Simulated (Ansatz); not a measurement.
Crystal: Rh, the geometry relaxed with DFT PBE, scalar-relativistic, plane waves, PAW (Ansatz); the starting structure was generated, so it need not be a known form of this composition.

```cif
data_structure
_symmetry_space_group_name_H-M 'R-3m:H'
_symmetry_Int_Tables_number 166
_cell_length_a 2.6822
_cell_length_b 2.6822
_cell_length_c 14.0905
_cell_angle_alpha 90.000
_cell_angle_beta 90.000
_cell_angle_gamma 120.000
_cell_volume 87.79
loop_
_atom_site_label
_atom_site_type_symbol
_atom_site_symmetry_multiplicity
_atom_site_Wyckoff_symbol
_atom_site_fract_x
_atom_site_fract_y
_atom_site_fract_z
_atom_site_occupancy
Rh1 Rh 6 c 0.00000 0.00000 0.08837 1
```

> What does its first Brillouin zone look like, and which path through it is standard?

It has a rhombohedral lattice (hR; extended symbol hR1). The zone is a truncated octahedron in its combinatorial type: 14 faces (6 with 4 edges, 8 with 6 edges), 36 edges, 24 vertices. Path: Γ–T–H₂ | H₀–L–Γ–S₀ | S₂–F–Γ.

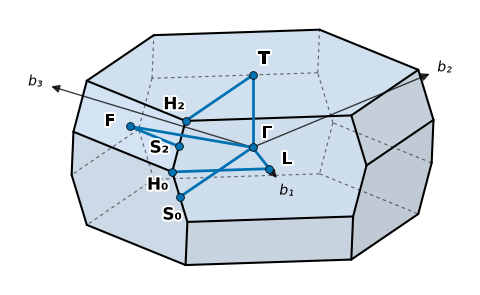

Labels and path follow the convention of Hinuma et al. (2017), as computed by seekpath; the arrows show the directions of the reciprocal primitive vectors b₁, b₂, b₃, in which coordinates are given; lengths include the factor 2π.

```json
{"point": "Γ", "k₁": "0", "k₂": "0", "k₃": "0", "length of k (1/Å)": "0.000"}
{"point": "T", "k₁": "1/2", "k₂": "1/2", "k₃": "1/2", "length of k (1/Å)": "0.669"}
{"point": "L", "k₁": "1/2", "k₂": "0", "k₃": "0", "length of k (1/Å)": "1.371"}
{"point": "F", "k₁": "1/2", "k₂": "0", "k₃": "1/2", "length of k (1/Å)": "1.424"}
{"point": "S₀", "k₁": "0.342", "k₂": "−0.342", "k₃": "0", "length of k (1/Å)": "1.604"}
{"point": "S₂", "k₁": "0.658", "k₂": "0", "k₃": "0.342", "length of k (1/Å)": "1.604"}
{"point": "H₀", "k₁": "1/2", "k₂": "−0.185", "k₃": "0.185", "length of k (1/Å)": "1.621"}
{"point": "H₂", "k₁": "0.815", "k₂": "0.185", "k₃": "1/2", "length of k (1/Å)": "1.621"}
```
